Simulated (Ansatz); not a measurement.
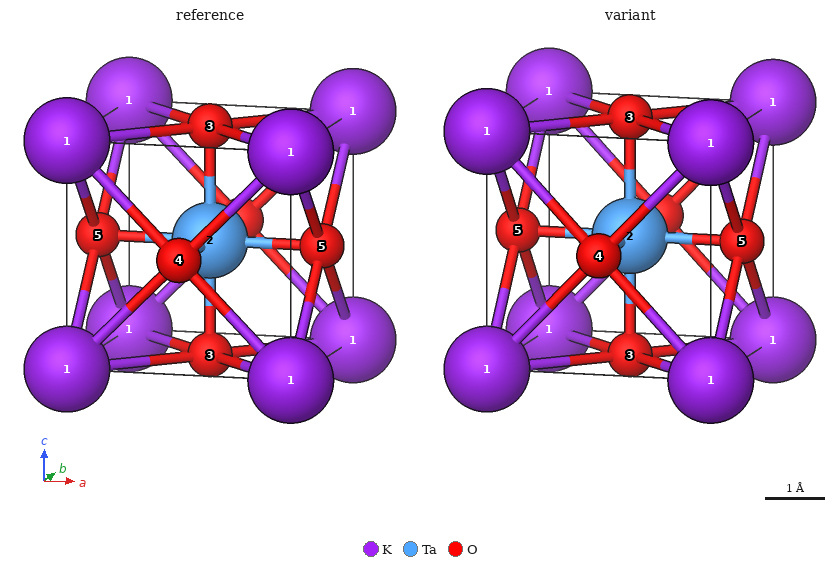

Left: a crystal of KTaO$_{3}$ (built on the cubic perovskite type) at its r2SCAN-relaxed geometry. Right: the same structure after one change, at the same scale. A ball-and-stick model of the cell of the calculation, seen slightly off an axis.

The calculation used DFT, PBE, plane waves, PAW in Ansatz. Settings: plane-wave cutoff 420 eV; k-point mesh 6 × 6 × 6; occupations fermi dirac; smearing width 0.02 eV; no spin polarisation.

Q: What was changed?

A: The cell is strained by +4.0 % along c and none across it (volume +4.0 %). The atoms were relaxed with r2SCAN under that strain, and this is a single point on that geometry.

Q: How do the computed properties respond?

A: It costs 9.2 meV per atom. The pressure goes from 5.1 to −2.0 GPa. The principal stresses (compression positive) are −9.9 GPa along c and 2.0 GPa across it. All forces vanish by symmetry. Near-neighbour distances before and after: O–Ta 1.995 → 1.995 to 2.075 Å, K–O 2.821 → 2.821 to 2.878 Å. The space group (tolerance 0.01 Å) goes from Pm-3m (No. 221) to P4/mmm (No. 123).
